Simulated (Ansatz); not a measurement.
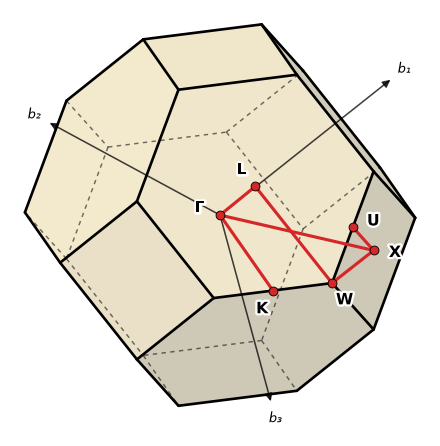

For BN, the input geometry of an electronic-structure calculation (not necessarily at equilibrium); the starting structure was generated, so it need not be a known form of this composition: the figure shows the first Brillouin zone with its special points and a band path. Geometry calculated from the standardised cell; symmetry tolerance 0.002 Å.

Labels and path follow the convention of Hinuma et al. (2017), as computed by seekpath; the arrows show the directions of the reciprocal primitive vectors b₁, b₂, b₃.

**What lattice type do the shape and the labels point to?**

A face-centred cubic lattice (cF; extended symbol cF2). The zone is a truncated octahedron in its combinatorial type: 14 faces (6 with 4 edges, 8 with 6 edges), 36 edges, 24 vertices.

**In which order does the conventional band path visit the special points?**

Γ–X–U | K–Γ–L–W–X
